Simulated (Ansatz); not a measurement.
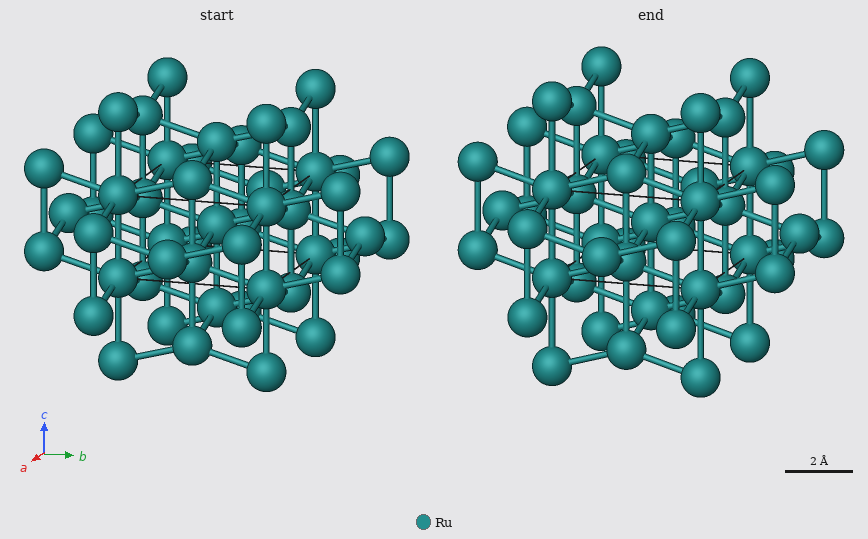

The structure of crystalline Ru (built on the beta-tin_141 type) (coarse preliminary run) before (left) and after (right) a relaxation, at one scale.

Style: ball-and-stick. Shown: the conventional cell (2 times the calculation's cell), slightly off an axis. Lengths and directions refer to the drawn axes.

Case: beta-tin type (I4_1/amd, No. 141).

Computed with DFT PBEsol, scalar-relativistic, plane waves, PAW (Ansatz).

Input
```yaml
crystal:
  lattice:
    - [-2.3361639092, 2.3361639092, 1.2744205368]
    - [2.3361639092, -2.3361639092, 1.2744205368]
    - [2.3361639092, 2.3361639092, -1.2744205368]
  atoms:
    - { symbol: Ru, position: [0.0, 0.0, 0.0] }
    - { symbol: Ru, position: [0.75, 0.25, 0.5] }
basis:
  ecutwfc: 420
kpoints:
  mp_grid: { grid: [8, 8, 8] }
hamiltonian:
  xc: pbesol
scf:
  occupations: { method: gaussian, width: 0.1 }
  lower_state_search: "off"
output:
  forces: true
  stress: true
  eigenvalues: true
relax:
  adjacent_minimum: "off"
  f_tol: 0.04
  max_steps: 70
  cell: { stress_tol: 0.4 }
```

Describe what moved and what it gained.

Over 5 accepted moves (6 points after the start) the energy falls by 67.3 meV per atom. All forces vanish by symmetry, so only the cell relaxes. Pressure: 19.46 GPa at the start and 0.07 GPa at the end. The SCF was repeated once at an unchanged geometry on a basis and grid sized afresh for the cell, which shifted the energy by 0.5 meV per atom at most. No atom moves by more than 0.005 Å relative to the cell. The volume changes by +7.2 %, with a = b 4.672 → 4.685 Å (+0.3 %), c 2.549 → 2.717 Å (+6.6 %). Some distances before and after: Ru1–Ru1 2.549 → 2.717 Å, Ru1–Ru2 2.422 → 2.439 Å. The space group stays I4_1/amd (No. 141). The run took of the order of 14 core-seconds on a shared host.
